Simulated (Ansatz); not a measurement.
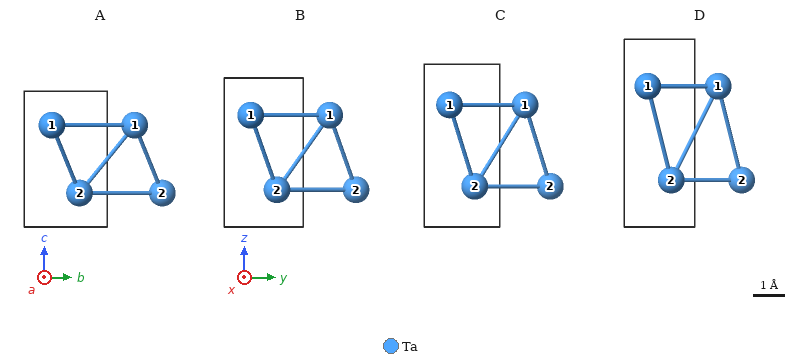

Frames of a one-coordinate scan of crystalline Ta (P6_3/mmc). x, y and z are the Cartesian axes of the input. Style: ball-and-stick. Shown: the cell of the calculation, repeated 2 × 2 × 1 with one cell outlined, along the a axis.

These are results of DFT PBEsol, scalar-relativistic, plane waves, PAW in Ansatz 0.2.0, not measurements. (plane-wave cutoff 420 eV; k-point mesh 24 × 24 × 14; occupations gaussian; smearing width 0.15 eV; no spin polarisation). Energies (free energies at the smearing named) are counted from the relaxed crystal.

Q: What is being scanned?

A: The ratio of the cell's length along z to its lengths across, counted as 1 for the reference, is changed at fixed volume (a c/a path), with the atoms kept at their fractional coordinates. In the frames the relative ratio is 0.80 (A), 0.92 (B), 1.05 (C), 1.30 (D). Their energies are 171 meV/atom, 44 meV/atom, 20 meV/atom, 655 meV/atom.
